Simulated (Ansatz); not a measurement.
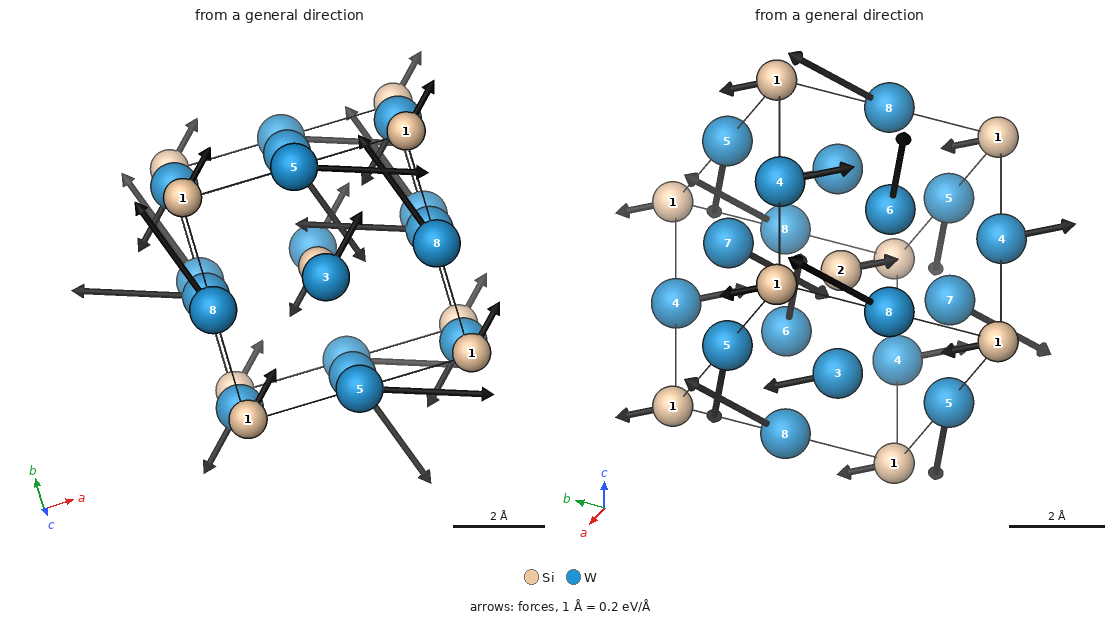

Crystal structure, spheres-only style, seen from two general directions. The parallelepiped is the simulation cell. The arrows are the computed forces on the atoms.

System: SiW3. Calculation details: Ansatz 0.2.0, DFT PBEsol, scalar-relativistic, plane waves, PAW; a plane-wave cutoff of 420 eV, the zone sampled with 10×10×10 points, Gaussian smearing of 0.15 eV, no spin polarisation.

Do the forces show a relaxed structure?

No. The atoms still feel forces of up to about 0.5 eV/Å, far above a usual threshold of 0.01 to 0.03 eV/Å.

Which atom is furthest from force balance?

W5, W6, W7 and W8, about 0.5 eV/Å.

On average, how strongly is each element pushed?

Mean magnitudes: about Si 0.18 eV/Å, W 0.41 eV/Å.

Its origin is a structure listed in the Materials Project. The cell was then strained or its atoms displaced on purpose. It went into a calculation with Ansatz.
